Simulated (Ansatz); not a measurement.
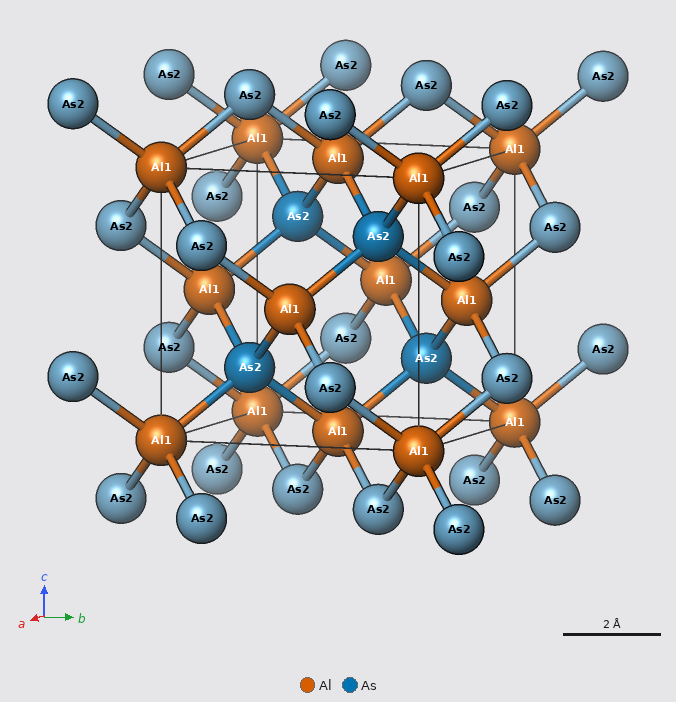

**Figure 1.** The starting structure (ball-and-stick view of the cell 4 times as large as that of the calculation, set on its symmetry axes, seen slightly off an axis; neighbours outside the cell are drawn fainter; atoms are numbered from 1 in the order of the input).

## Run report: AlAs, geometry relaxation

AlAs (F-43m, 2 atoms in the cell), computed with DFT, PBEsol, plane waves, PAW, no spin polarisation (Ansatz 0.2.0).

The structure derives from a Materials Project entry. The run did not end well. Figures and captions count atoms from 1; the log counts them from 0 in places.

### The program's output
```
The last accepted step is kept in [file] (removed where the run ends without a failure and the disk answers)
Engine: ansatz 0.2.0, x86_64-unknown-linux-gnu
Pseudopotentials: kind: paw
Pseudopotential: Al, paw, valence charge 3, recommended cutoff 420 eV (normal), Al.paw.azcp
Pseudopotential: As, paw, valence charge 15, recommended cutoff 420 eV (normal), As.paw.azcp
Functional definition: PBEsol
  exchange = pbesol_x
  correlation = pbesol_c
Crystal: 2 atoms, lattice volume = 45.711 Å³
Basis set: ecut = 420 eV, 893 PW (Γ), exchange–correlation on 54×54×54 points (8 copies of the dense FFT grid, shifted against one another)
Bands: 13, of which v1, the nominal top of the filled ones, is band 9 counted from 1 (8 counted from 0)
Symmetry: 24 space group operations
Space group: F-43m (ITA 216), of the structure as read, at distance tolerance 3.6e-5 Å
k-points: 29 of 512 (time reversal used)
Non-local potential: Al, projectors of the file, l = 0: 2, l = 1: 2, l = 2: 1
Non-local potential: As, projectors of the file, l = 0: 2, l = 1: 2, l = 2: 3, l = 3: 1
PAW form: soft (Blöchl's): semilocal exchange-correlation on the pseudo side does not see the compensation charge
PAW frozen core: Al, regenerated for the run's functional, and the local potential with it (the file was generated under x = pbe(κ = 0.804, μ = 0.2195149727645171), c = pbe(β = 0.06672455060314922))
PAW frozen core: As, regenerated for the run's functional, and the local potential with it (the file was generated under x = pbe(κ = 0.804, μ = 0.2195149727645171), c = pbe(β = 0.06672455060314922))
PAW one-centre angular grid: Al, 110 points (default); XC on 64 Gauss nodes
PAW one-centre angular grid: As, 590 points (default); XC on 64 Gauss nodes
Initial density: superposition of atomic densities (neutral atoms: chi_scale 0, normalization atom), corrected by the library's trained network
Initial wavefunctions: pseudopotential atomic-orbital guess
Functional: x = pbesol(κ = 0.804, μ = 0.12345679012345678), c = pbesol(β = 0.046)
SCF iter   1: F=—  HF=-5338.443636 eV  |F-HF|=—  |Δ(HF+E_count)|=         —  Δρ=2.72e-3  dr2=6.10e-3  ethr=1.77e-3  ⟨swp⟩=3.4  Hψ=4290  notcnv=0
preconditioner: auto → none  [insulator: Δε(μ)=1.305 eV  Ē_g=9.815 eV  σ=0.020 eV  W_gap=1.00  n_scr=14 (ndim 8)  ℏωp=15.5 eV  f_vac=0.006  D(μ)=0.00/eV (n_scr^D=0)  ε∞_Penn≈3.5]
SCF iter   2: F=—  HF=-5338.442128 eV  |F-HF|=—  |Δ(HF+E_count)|=   1.51e-3  Δρ=1.14e-3  dr2=6.08e-4  ethr=3.39e-5  ⟨swp⟩=2.2  Hψ=1956  notcnv=0
Error: did not converge after 2 iterations: dr2 = 6.08e-4 (threshold 1.00e-7), under the density mixer `msr1`, which `scf.mixing.algorithm: auto` chose by the deck's other keys (type `scf.mixing.algorithm: msr1` to keep it); raise `scf.max_iter`, which need not help a stalled SCF, or adjust the mixing (`scf.mixing`) or, under a smearing, its width (`scf.occupations.width`, in either direction: another width is another result); this SCF holds its density and magnetisation to the symmetry operations that it keeps, and cannot end on a state that breaks one of them: if the state sought breaks one, re-run with `crystal.symmetry.detect: false`, without `crystal.symmetry.time_reversal: true`, on a non-collinear deck whose state breaks time reversal, with `crystal.symmetry.time_reversal: false` beside it (there exact exchange or a DFT+U term alone can polarise the run; a magnetic state wants starting moments), where the deck allows it (that run may end on another state, and need not converge either); this run sums exchange and correlation on more points than the dense box has (`basis.xc_grid`), where a deck that converges on the dense box may not converge: try another level (where the key is left out runs that use forces, runs that use the stress, dielectric runs by a finite field, finite-displacement phonons, runs of phonons.displacement_patterns under a GGA or a meta-GGA, phonons by method: dfpt, dielectric runs by the response, runs on support functions, runs on PAW files under a meta-GGA or a hybrid on one, runs at kind: all_electron or under a hybrid on a GGA, runs under a text's formulas of a gradient, and runs on PAW files that evaluate rPW86 or Becke's exchange or LYP's correlation can take a finer level, which can go by the root key accuracy; a number is taken as typed), or, where it is served, `1`, the dense box, on which forces and the stress change with where the atoms sit on the grid; a lower level also moves a field's Born charges, by the response (dielectric, § Limitations, in the input reference) or by a finite field; under a meta-GGA, try another mixer (`scf.mixing.algorithm: anderson` or `broyden`); mind that the stability of the state on which such a run converges can go unchecked at the default of `scf.lower_state_search`; see `basis.xc_grid`, Limitations — the other mixer that `auto` picks from is left to try (`scf.mixing.algorithm: broyden`); it can need more iterations, either can converge an SCF that the other leaves open, and the two can end on different states; the input reference at `scf.mixing.algorithm` says more, and from which start to try it
```

This output came from the following input.

### Input file
```yaml
crystal:
  lattice:
    - [0.0, 2.8379008, 2.8379008]
    - [2.8379008, 0.0, 2.8379008]
    - [2.8379008, 2.8379008, 0.0]
  atoms:
    - { symbol: Al, position: [0.0, 0.0, 0.0] }
    - { symbol: As, position: [0.25, 0.25, 0.25] }
basis:
  ecutwfc: 420
kpoints:
  mp_grid: { grid: [8, 8, 8] }
hamiltonian:
  xc: pbesol
scf:
  occupations: { method: gaussian, width: 0.02 }
  max_iter: 2
output:
  forces: true
  eigenvalues: true
  stress: true
relax:
  adjacent_minimum: "off"
  f_tol: 0.005
  max_steps: 80
  cell: { stress_tol: 0.05 }
```

Run as:
```bash
ansatz run input.yaml --threads 4 --pin off --max-ram 8192MiB --backend cpu --events-out ev --progress --plain --runs-dir out
```

### Outcome

- outcome: not converged
- space group (tolerance 0.01 Å): F-43m (216)
- hardware: 4 threads of AMD EPYC (Zen 5), 176 GiB of memory available, shared host
- peak memory: 0.32 GiB

The input was spoiled on purpose: too few SCF iterations. The cap is below what the field needs. The run did not converge: “did not converge after 2 iterations: dr2 = 6.08e-4 (threshold 1.00e-7), under the density mixer `msr1`, which `scf.mixing.algorithm: auto` chose by the deck's other keys (type `scf.mixing.algorithm: msr1` to keep it) …” Its last values are not results.
